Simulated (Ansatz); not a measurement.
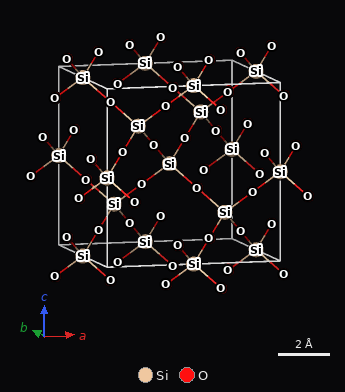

This is the input geometry for a relaxation of a crystal of SiO2 (set up in Fd-3m) (coarse preliminary run). The picture is a ball-and-stick view of the conventional cell (4 times the calculation's cell), seen slightly off an axis. Lengths and directions refer to the drawn axes.

Computed with Ansatz, DFT PBE, scalar-relativistic, plane waves, PAW.

The input:
```yaml
crystal:
  lattice:
    - [0.0, 3.56, 3.56]
    - [3.56, 0.0, 3.56]
    - [3.56, 3.56, 0.0]
  atoms:
    - { symbol: Si, position: [0.5, 0.5, 0.5] }
    - { symbol: Si, position: [0.75, 0.75, 0.75] }
    - { symbol: O, position: [0.625, 0.625, 0.625] }
    - { symbol: O, position: [0.125, 0.625, 0.625] }
    - { symbol: O, position: [0.625, 0.625, 0.125] }
    - { symbol: O, position: [0.625, 0.125, 0.625] }
basis:
  ecutwfc: 420
kpoints:
  mp_grid: { grid: [6, 6, 6] }
hamiltonian:
  xc: pbe
scf:
  occupations: { method: gaussian, width: 0.1 }
output:
  forces: true
  stress: true
  eigenvalues: true
relax:
  adjacent_minimum: "off"
  f_tol: 0.05
  max_steps: 80
  cell: { stress_tol: 0.5 }
```

Launched with:
```bash
ansatz run input.yaml --threads 1 --pin off --max-ram 2560MiB --backend cpu --events-out ev --progress --plain --runs-dir out
```

Q: Predict the outcome.

A: The energy falls by 169 meV per atom in 4 accepted moves (6 points after the start). All forces vanish by symmetry, so only the cell relaxes. Pressure: 26.82 GPa at the start and 0.14 GPa at the end. The SCF was repeated twice at an unchanged geometry on a basis and grid sized afresh for the cell, which shifted the energy by 13.6 meV per atom at most. The atoms keep their places relative to the cell (all moves are under 0.005 Å). The drawn cell changes as follows: a = b = c 7.120 → 7.458 Å (+4.8 %); the volume changes by +14.9 %. Some distances before and after: Si1–O3 1.542 → 1.615 Å. The space group stays Fd-3m (No. 227). The run took 18 s on 1 thread of Arm Neoverse V1 (shared host), peak memory 0.35 GiB.

After the run, drawn alike:

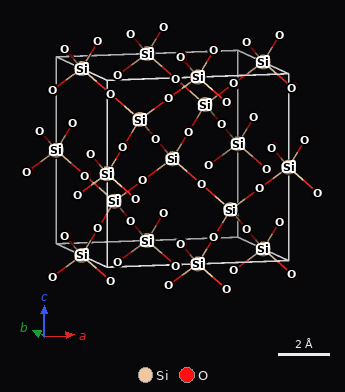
